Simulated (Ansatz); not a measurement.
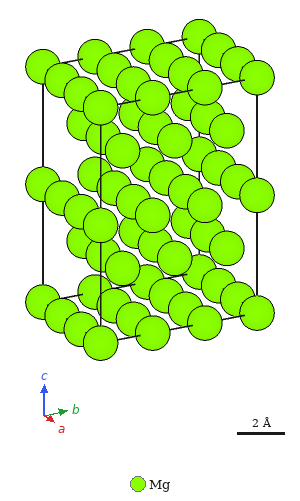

Starting frame of a dynamics run of a 36-atom cell of Mg. The cell was cut from the hcp crystal. The picture is a spheres-only view of the simulation cell, seen slightly off an axis.

Theory: DFT PBE, scalar-relativistic, plane waves, PAW (Ansatz).

The input:
```yaml
accuracy: low
crystal:
  lattice:
    - [9.63, 0.0, 0.0]
    - [-4.815, 8.339825, 0.0]
    - [0.0, 0.0, 10.42608]
  atoms:
    - { symbol: Mg, position: [0.0, 0.0, 0.0] }
    - { symbol: Mg, position: [0.1111111, 0.2222222, 0.25] }
    - { symbol: Mg, position: [0.0, 0.0, 0.5] }
    - { symbol: Mg, position: [0.1111111, 0.2222222, 0.75] }
    - { symbol: Mg, position: [0.0, 0.3333333, 0.0] }
    - { symbol: Mg, position: [0.1111111, 0.5555556, 0.25] }
    - { symbol: Mg, position: [0.0, 0.3333333, 0.5] }
    - { symbol: Mg, position: [0.1111111, 0.5555556, 0.75] }
    - { symbol: Mg, position: [0.0, 0.6666667, 0.0] }
    - { symbol: Mg, position: [0.1111111, 0.8888889, 0.25] }
    - { symbol: Mg, position: [0.0, 0.6666667, 0.5] }
    - { symbol: Mg, position: [0.1111111, 0.8888889, 0.75] }
    - { symbol: Mg, position: [0.3333333, 0.0, 0.0] }
    - { symbol: Mg, position: [0.4444444, 0.2222222, 0.25] }
    - { symbol: Mg, position: [0.3333333, 0.0, 0.5] }
    - { symbol: Mg, position: [0.4444444, 0.2222222, 0.75] }
    - { symbol: Mg, position: [0.3333333, 0.3333333, 0.0] }
    - { symbol: Mg, position: [0.4444444, 0.5555556, 0.25] }
    - { symbol: Mg, position: [0.3333333, 0.3333333, 0.5] }
    - { symbol: Mg, position: [0.4444444, 0.5555556, 0.75] }
    - { symbol: Mg, position: [0.3333333, 0.6666667, 0.0] }
    - { symbol: Mg, position: [0.4444444, 0.8888889, 0.25] }
    - { symbol: Mg, position: [0.3333333, 0.6666667, 0.5] }
    - { symbol: Mg, position: [0.4444444, 0.8888889, 0.75] }
    - { symbol: Mg, position: [0.6666667, 0.0, 0.0] }
    - { symbol: Mg, position: [0.7777778, 0.2222222, 0.25] }
    - { symbol: Mg, position: [0.6666667, 0.0, 0.5] }
    - { symbol: Mg, position: [0.7777778, 0.2222222, 0.75] }
    - { symbol: Mg, position: [0.6666667, 0.3333333, 0.0] }
    - { symbol: Mg, position: [0.7777778, 0.5555556, 0.25] }
    - { symbol: Mg, position: [0.6666667, 0.3333333, 0.5] }
    - { symbol: Mg, position: [0.7777778, 0.5555556, 0.75] }
    - { symbol: Mg, position: [0.6666667, 0.6666667, 0.0] }
    - { symbol: Mg, position: [0.7777778, 0.8888889, 0.25] }
    - { symbol: Mg, position: [0.6666667, 0.6666667, 0.5] }
    - { symbol: Mg, position: [0.7777778, 0.8888889, 0.75] }
basis:
  ecutwfc: 420.0
kpoints:
  mp_grid: { grid: [2, 2, 1] }
hamiltonian:
  xc: pbe
scf:
  occupations: { method: fermi_dirac, width: 0.11 }
  lower_state_search: "off"
md:
  timestep: 3.0
  n_steps: 200
  ensemble: nvt_langevin
  temperature: 1300.0
  initial_velocities: maxwell_boltzmann
  seed: 571616
  friction: 0.02
```

Launched with:
```bash
ansatz run input.yaml --threads 4 --pin off --max-ram 10240MiB --backend cpu --events-out ev --progress --plain --runs-dir out
```

> What does the trajectory do?

Over the second half the temperature averages 1370 K (spread ±169 K). The potential energy is still drifting at the end, so the run hasn't reached equilibrium. The potential energy in the second half lies on average 171 meV per atom above the first frame. Root-mean-square distances from the starting positions over the second half, with the common drift of all atoms taken out: Mg 0.48 Å. That is small against the typical shortest distance between atoms in the first frame, about 3.2 Å: the atoms vibrate about their sites and the arrangement holds.

Along the run (each row but the first and the last is the mean over the interval that it begins):

```csv
time (fs),potential energy (meV/atom),T (K)
0.0,0.0,1264
60.0,152.1,1180
120.0,170.3,1253
180.0,188.2,1216
240.0,167.7,1449
300.0,195.4,1354
360.0,188.8,1267
420.0,156.4,1295
480.0,142.4,1506
540.0,172.4,1443
600.0,196.3,1040
```

The paths of the atoms:

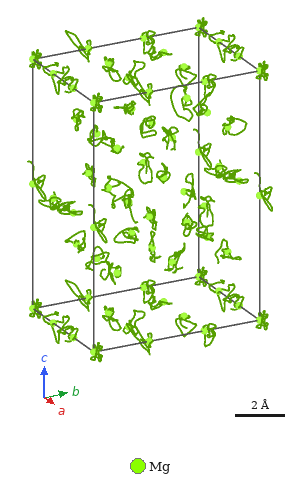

Limits of the set-up: the k-point mesh is coarse for a cell with partly filled bands; the program's low-accuracy preset was used.
